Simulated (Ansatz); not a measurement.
**Pt: geometry relaxation**

Pt (Fm-3m, 1 atom in the cell), computed with DFT, PBE, PAW with Ansatz's default frozen-core files, scalar-relativistic, no spin polarisation (Ansatz 0.2.0).

The structure was built on a prototype by a generator; it need not be a known phase. It belongs to a series of runs on one base structure; here: bulk cell relaxed. Figures and captions count atoms from 1; the log counts them from 0 in places.

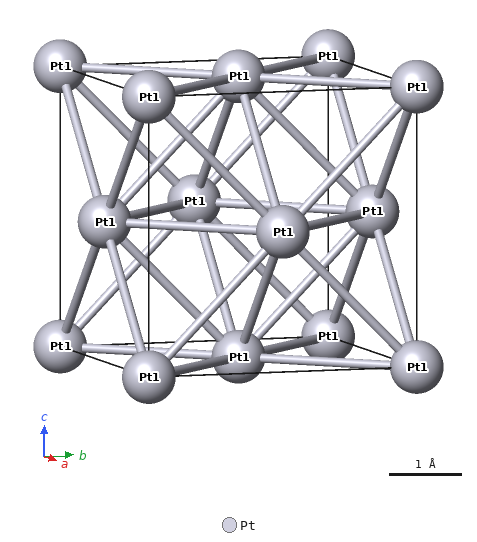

The structure as given in the input (ball-and-stick view of the cell 4 times as large as that of the calculation, set on its symmetry axes, seen slightly off an axis; atoms are numbered from 1 in the order of the input). Near neighbours in the crystal (not all of them lie inside the picture): Pt has 12 Pt at 2.81 Å.

### Summary

```csv
quantity,value
outcome,converged
space group (tolerance 0.01 Å),Fm-3m (225)
electrons treated,18
free energy,−12523.0359 eV
Fermi energy,22.258 eV
pressure,0.00 GPa
final volume,15.66 Å³
largest force (length of the vector) at the end,under 0.001 eV/Å
final cell,"a = 2.808 Å, b = 2.808 Å, c = 2.808 Å, α = 60.00°, β = 60.00°, γ = 60.00°"
hardware,"1 thread of Arm Neoverse V2, 24 GiB of memory available, shared host"
wall time,6.5 s
peak memory,0.32 GiB
```

### Notes

Spin–orbit coupling is left out, which matters for Pt.

### Input file
```yaml
crystal:
  lattice:
    - [0.0, 1.9857740511, 1.9857740511]
    - [1.9857740511, 0.0, 1.9857740511]
    - [1.9857740511, 1.9857740511, 0.0]
  atoms:
    - { symbol: Pt, position: [0.0, 0.0, 0.0] }
kpoints:
  mp_grid: { grid: [19, 19, 19] }
scf:
  occupations: { method: fermi_dirac, width: 0.08 }
hamiltonian:
  xc: pbe
  pseudopotentials: { kind: paw }
output:
  forces: true
  stress: true
relax:
  f_tol: 0.005
  max_steps: 40
  cell: {}
```

Command:
```bash
ansatz run input.yaml --threads 1 --pin off --max-ram 3584MiB --backend cpu --events-out ev --progress --plain --runs-dir out
```

### Output
```
Engine: ansatz 0.2.0, aarch64-unknown-linux-gnu
Pseudopotentials: kind: paw
Pseudopotential: Pt, paw, valence charge 18, recommended cutoff 420 eV (normal), Pt.paw.azcp
Functional definition: PBE
  parameter kappa = 0.804
  parameter beta = 0.06672455060314922
  exchange = pbe_x(kappa = kappa, mu = beta*pi^2/3)
  correlation = pbe_c(beta = beta)
Crystal: 1 atoms, lattice volume = 15.661 Å³
Basis set: ecut = 420 eV, 331 PW (Γ), exchange–correlation on 40×40×40 points (8 copies of the dense FFT grid, shifted against one another)
Bands: 13, of which v1, the nominal top of the filled ones, is band 9 counted from 1 (8 counted from 0)
Symmetry: 48 space group operations
Space group: Fm-3m (ITA 225), of the structure as read, at distance tolerance 2.5e-5 Å
k-points: 220 of 6859
Non-local potential: Pt, projectors of the file, l = 0: 3, l = 1: 2, l = 2: 2, l = 3: 1
PAW form: soft (Blöchl's): semilocal exchange-correlation on the pseudo side does not see the compensation charge
PAW one-centre angular grid: Pt, 590 points (default); XC on 64 Gauss nodes
Initial density: superposition of atomic densities (neutral atoms: chi_scale 0, normalization atom), corrected by the library's trained network
Initial wavefunctions: pseudopotential atomic-orbital guess
Functional: x = pbe(κ = 0.804, μ = 0.2195149727645171), c = pbe(β = 0.06672455060314922)
SCF iter   1: F=—  HF=-12523.035257 eV  |F-HF|=—  |Δ(HF+E_count)|=         —  Δρ=3.35e-3  dr2=2.86e-4  ethr=1.77e-3  ⟨swp⟩=5.0  Hψ=15626  notcnv=0
preconditioner: auto → none  [metal: Δε(μ)=0.007 eV  Ē_g=13.819 eV  σ=0.080 eV  W_gap=0.02  n_scr=8 (ndim 8)  ℏωp=29.7 eV  f_vac=0.000  D(μ)=1.92/eV (n_scr^D=26)  sad-step TF]
SCF iter   2: F=—  HF=-12523.035731 eV  |F-HF|=—  |Δ(HF+E_count)|=   4.74e-4  Δρ=1.85e-3  dr2=9.30e-5  ethr=1.59e-6  ⟨swp⟩=2.5  Hψ=6130  notcnv=0
SCF iter   3: F=—  HF=-12523.035899 eV  |F-HF|=—  |Δ(HF+E_count)|=   1.68e-4  Δρ=1.48e-4  dr2=2.20e-6  ethr=5.17e-7  ⟨swp⟩=2.0  Hψ=3960  notcnv=0
SCF iter   4: F=—  HF=-12523.035899 eV  |F-HF|=—  |Δ(HF+E_count)|=   2.12e-7  Δρ=5.53e-5  dr2=1.55e-7  ethr=1.22e-8  ⟨swp⟩=2.0  Hψ=3904  notcnv=0
iter 5 did not close the SCF: its close was put off for the readings that it lacked (scf_convergence_deferred on its scf_iter line)
SCF iter   5: F=-12523.035899 eV  HF=-12523.035899 eV  |F-HF|=1.67e-8  |Δ(HF+E_count)|=   7.12e-8  Δρ=2.31e-5  dr2=5.22e-8  ethr=8.60e-10  ⟨swp⟩=2.0  Hψ=4890  notcnv=0
SCF iter   6: F=-12523.035899 eV  HF=-12523.035899 eV  |F-HF|=3.24e-9  |Δ(HF+E_count)|=  3.97e-10  Δρ=9.16e-6  dr2=8.40e-9  ethr=2.90e-10  ⟨swp⟩=2.0  Hψ=8610  notcnv=0
SCF 1 converged in 6 iterations: F = -12523.035899 eV  dr2 = 8.40e-9
  greatest PAW one-centre occupation: 1.000 electrons in one spin orbital (limit 2), on the Pt atom at site 0 (counted from 0), in its partial waves of l = 0
relax step   1: F+E_penalty+E_count = -12523.03589871 eV  Δ(F+E_penalty+E_count) = +0.000e0 eV  max|allowed force component| = 0.000e0 eV/Å  Δτ_max = 0.0000 Å  P = -0.081 GPa  Ω = 15.661 Å³  (6 SCF iters, dr2 threshold 1.00e-7 eV, accepted)
Crystal: 1 atoms, lattice volume = 15.646 Å³
Initial density: handed on by an earlier stage of this run
Initial wavefunctions: those handed on with the density
iter 1 solved again at ethr=1.78e-9 eV; its pass at ethr=3.10e-3 eV (dr2=3.21e-7 eV) is discarded
SCF iter   1: F=—  HF=-12523.035902 eV  |F-HF|=—  |Δ(HF+E_count)|=         —  Δρ=6.17e-5  dr2=3.98e-7  ethr=1.78e-9  ⟨swp⟩=2.0  Hψ=18271  notcnv=0
preconditioner: auto → none  [metal: Δε(μ)=0.008 eV  Ē_g=13.831 eV  σ=0.080 eV  W_gap=0.02  n_scr=8 (ndim 8)  ℏωp=29.7 eV  f_vac=0.000  D(μ)=1.92/eV (n_scr^D=26)]
SCF iter   2: F=—  HF=-12523.035902 eV  |F-HF|=—  |Δ(HF+E_count)|=   3.42e-7  Δρ=3.03e-5  dr2=4.86e-8  ethr=1.78e-9  ⟨swp⟩=2.0  Hψ=3951  notcnv=0
SCF iter   3: F=-12523.035902 eV  HF=-12523.035902 eV  |F-HF|=1.30e-9  |Δ(HF+E_count)|=   1.46e-9  Δρ=1.19e-5  dr2=8.31e-9  ethr=9.06e-11  ⟨swp⟩=4.0  Hψ=8727  notcnv=0
SCF 2 converged in 3 iterations: F = -12523.035902 eV  dr2 = 8.31e-9
relax step   2: F+E_penalty+E_count = -12523.03590204 eV  Δ(F+E_penalty+E_count) = -3.324e-6 eV  max|allowed force component| = 0.000e0 eV/Å  Δτ_max = 0.0000 Å  P = +0.150 GPa  Ω = 15.646 Å³  energy of the carried Pulay correction = +6.495e-6 eV  (3 SCF iters, dr2 threshold 1.63e-8 eV, rejected (line search))
Crystal: 1 atoms, lattice volume = 15.656 Å³
iter 1 solved again at ethr=6.08e-10 eV; its pass at ethr=3.10e-3 eV (dr2=1.10e-7 eV) is discarded
SCF iter   1: F=—  HF=-12523.035903 eV  |F-HF|=—  |Δ(HF+E_count)|=         —  Δρ=3.41e-5  dr2=1.51e-7  ethr=6.08e-10  ⟨swp⟩=2.0  Hψ=18269  notcnv=0
preconditioner: auto → none  [metal: Δε(μ)=0.008 eV  Ē_g=13.824 eV  σ=0.080 eV  W_gap=0.02  n_scr=8 (ndim 8)  ℏωp=29.7 eV  f_vac=0.000  D(μ)=1.92/eV (n_scr^D=26)]
SCF iter   2: F=—  HF=-12523.035902 eV  |F-HF|=—  |Δ(HF+E_count)|=   3.18e-7  Δρ=1.49e-5  dr2=1.27e-8  ethr=6.08e-10  ⟨swp⟩=2.0  Hψ=4019  notcnv=0
SCF iter   3: F=—  HF=-12523.035902 eV  |F-HF|=—  |Δ(HF+E_count)|=   1.82e-9  Δρ=6.35e-6  dr2=2.29e-9  ethr=7.05e-11  ⟨swp⟩=2.7  Hψ=5077  notcnv=0
SCF iter   4: F=—  HF=-12523.035902 eV  |F-HF|=—  |Δ(HF+E_count)|=  1.04e-10  Δρ=2.66e-6  dr2=3.95e-10  ethr=1.27e-11  ⟨swp⟩=1.0  Hψ=2860  notcnv=0
SCF iter   5: F=—  HF=-12523.035902 eV  |F-HF|=—  |Δ(HF+E_count)|=  2.00e-11  Δρ=5.37e-7  dr2=1.63e-11  ethr=2.20e-12  ⟨swp⟩=1.0  Hψ=2860  notcnv=0
SCF iter   6: F=-12523.035902 eV  HF=-12523.035902 eV  |F-HF|=1.82e-12  |Δ(HF+E_count)|=  5.46e-12  Δρ=5.22e-8  dr2=1.46e-13  ethr=1.00e-12  ⟨swp⟩=4.0  Hψ=9856  notcnv=0
SCF 3 converged in 6 iterations: F = -12523.035902 eV  dr2 = 1.46e-13
relax step   3: F+E_penalty+E_count = -12523.03590227 eV  Δ(F+E_penalty+E_count) = -3.558e-6 eV  max|allowed force component| = 0.000e0 eV/Å  Δτ_max = 0.0000 Å  P = -0.000 GPa  Ω = 15.656 Å³  energy of the carried Pulay correction = +2.269e-6 eV  (6 SCF iters, accepted)
Initial wavefunctions: pseudopotential atomic-orbital guess (no wavefunctions were taken with the density)
iter 1 solved again at ethr=6.61e-9 eV; its pass at ethr=3.10e-3 eV (dr2=1.19e-6 eV) is discarded
SCF iter   1: F=—  HF=-12523.035898 eV  |F-HF|=—  |Δ(HF+E_count)|=         —  Δρ=1.84e-6  dr2=1.03e-10  ethr=6.61e-9  ⟨swp⟩=3.0  Hψ=23337  notcnv=0
SCF iter   2: F=—  HF=-12523.035898 eV  |F-HF|=—  |Δ(HF+E_count)|=   2.81e-7  Δρ=8.67e-7  dr2=2.59e-11  ethr=1.00e-12  ⟨swp⟩=2.2  Hψ=4983  notcnv=0
SCF iter   3: F=-12523.035898 eV  HF=-12523.035898 eV  |F-HF|=3.64e-12  |Δ(HF+E_count)|=  7.28e-12  Δρ=3.45e-7  dr2=3.33e-12  ethr=1.00e-12  ⟨swp⟩=5.0  Hψ=10736  notcnv=0
SCF 4 converged in 3 iterations: F = -12523.035898 eV  dr2 = 3.33e-12
relax step   4: F+E_penalty+E_count = -12523.03589794 eV  Δ(F+E_penalty+E_count) = +4.334e-6 eV  max|allowed force component| = 0.000e0 eV/Å  Δτ_max = 0.0000 Å  P = +0.000 GPa  Ω = 15.656 Å³  stress off target by 3.87e-4 GPa  SCF on the basis re-selected at this cell (its energy is not comparable with the rows above)  (3 SCF iters)
```

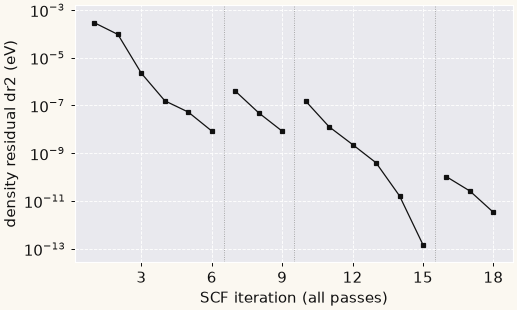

Convergence of the self-consistent field: density residual dr2 against the SCF iteration. The dotted lines part the SCF passes of the relaxation: geometry steps, rejected trials and re-solves on a re-selected basis. The passes take 6, 3, 6 and 3 iterations.

```
basis re-selected at this cell: Δ(F+E_penalty+E_count) = +4.334e-6 eV, ΔP = +0.000 GPa vs the last step (what re-selecting the basis moved, of the pressure what is left beyond the Pulay correction that the steps carried, after the strain that the cell walked since its last selection, with what the two solves' SCF thresholds leave and, on support functions, any second-order correction that the steps lacked; it is no measure of the basis error at this ecutwfc). This SCF's stress stands 3.87e-4 GPa from its target on what of the cell is left free (relax.cell.stress_tol is 5.00e-2 GPa) and its largest allowed force component is 0.00e0 eV/Å (relax.f_tol is 5.00e-3 eV/Å): within both
SCF converged after 3 iterations
Free energy (F): -12523.035898 eV
Harris-Foulkes:  -12523.035898 eV  (|F-HF|=3.64e-12)
Internal energy: -12522.997073 eV  (E = F + TS)
E sigma→0 (E₀):  -12523.016486 eV
Entropy (-TS):   -0.038824 eV (-38.824 meV/atom)
Fermi energy:    22.258301 eV
--- Per-component energies (eV) ---
  E_band       = -145.680442
  E_kinetic    = 636.987516
  E_local      = -1510.468769  (includes V_loc(G=0)·N_el)
  E_nonlocal   = 199.812445
  E_hartree    = 559.430262
  E_xc         = -261.589553
  E_vxc        = -302.585960  (∫ρ·V_xc dr)
  E_paw        = -9453.895267  (= ΣΔE_a)
  E_vpaw       = -288.286352  (= ΣTr[D̂ρ^β])
  E_aug_tail   = 0.000203  (compensation charges beyond the density's cutoff)
  E_ewald      = -2693.273911
  E_smearing   = -0.038824  (= −TS)
  E_closure    = -0.000000  (closes the sum)
  Σ components = -12523.035898   (vs F -12523.035898, Δ=0.00e0)
--- Forces (eV/Å), atoms counted from 1 ---
  atom   1  Pt     0.00000000    -0.00000000    -0.00000000
  max |Σ_I F_I| component: 5.26e-31 eV/Å
--- Stress (GPa, compression-positive) ---
        0.000387      -0.000000      -0.000000
       -0.000000       0.000387       0.000000
       -0.000000      -0.000000       0.000387
  P = ⅓ Tr σ = 0.0004 GPa (0.004 kbar)
--- Relaxed structure (3 steps of the walk, 2 accepted, 1 SCFs on fresh bases) ---
  F+E_penalty+E_count = -12523.03589794 eV   max|allowed force component| = 0.000e0 eV/Å   (the final SCF, on the basis selected at the relaxed cell)
  cell:  # Å, volume = 15.6559 Å³
    - [4.1399897767276664e-35, 1.9855579642062802, 1.9855579642062802]
    - [1.9855579642062802, -5.095372032895589e-35, 1.9855579642062802]
    - [1.9855579642062802, 1.9855579642062802, -9.553822561679231e-36]
  atoms:
    - { symbol: Pt, position: [0.0, 0.0, 0.0] }
```

### Trajectory as extended XYZ (Å, eV, eV/Å), 4 frames, from step=1 to step=4
```
1
Lattice="0.0000 1.9858 1.9858 1.9858 0.0000 1.9858 1.9858 1.9858 0.0000" Properties=species:S:1:pos:R:3:forces:R:3 step=1 energy=-12523.03590 pressure_GPa=-0.08
Pt    0.0000    0.0000    0.0000    0.0000   0.0000   0.0000
1
Lattice="0.0000 1.9852 1.9852 1.9852 0.0000 1.9852 1.9852 1.9852 0.0000" Properties=species:S:1:pos:R:3:forces:R:3 step=2 energy=-12523.03590 pressure_GPa=0.15 accepted=F
Pt    0.0000    0.0000    0.0000    0.0000   0.0000   0.0000
1
Lattice="0.0000 1.9856 1.9856 1.9856 0.0000 1.9856 1.9856 1.9856 0.0000" Properties=species:S:1:pos:R:3:forces:R:3 step=3 energy=-12523.03590 pressure_GPa=-0.00
Pt    0.0000    0.0000    0.0000    0.0000   0.0000   0.0000
1
Lattice="0.0000 1.9856 1.9856 1.9856 0.0000 1.9856 1.9856 1.9856 0.0000" Properties=species:S:1:pos:R:3:forces:R:3 step=4 energy=-12523.03590 pressure_GPa=0.00
Pt    0.0000    0.0000    0.0000    0.0000   0.0000   0.0000
```
